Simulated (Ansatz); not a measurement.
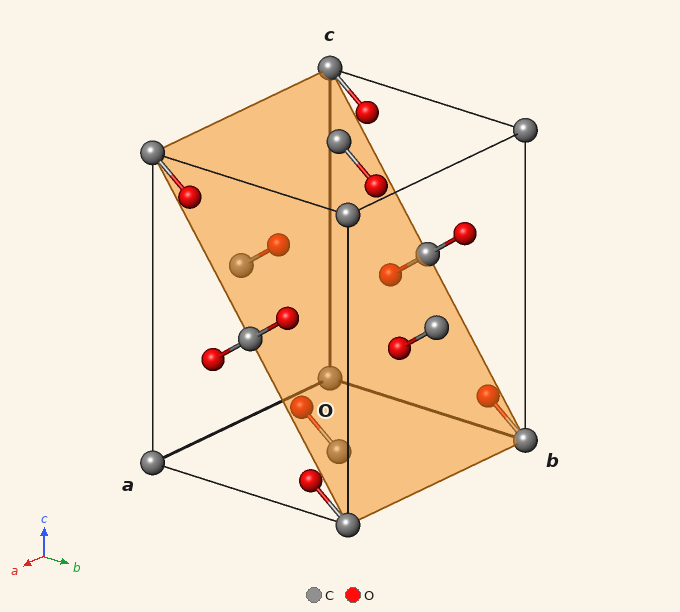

Every member of one family of equally spaced planes, hx + ky + lz = a whole number, that cuts the unit cell is shaded (one member passes through the origin O, touching the cell only at an edge or corner). Crystal: CO₂, the end point of a relaxation with DFT r2SCAN, scalar-relativistic, plane waves, PAW in Ansatz 0.2.0. Geometry calculated from the standardised cell; symmetry tolerance 0.002 Å.

a = 5.460 Å, b = 4.909 Å, c = 6.553 Å, α = 90.00°, β = 90.00°, γ = 90.00°.

Q: What are the Miller indices?

A: (0 1 1); the opposite sign names the same planes. The member next to the origin meets the axes a never, b at 1, c at 1.

Q: What is the spacing?

A: d = 3.929 Å.

Q: Which atoms of the cell lie in these planes (within 0.03 Å)?

A: 2 of the 4 C.

Q: The space group is No. 64, Cmce. How many reflections hkl are equivalent to this one (itself included), and does it occur?

A: 4 reflections are equivalent in the Laue class mmm. The reflection is systematically absent, by the centring.
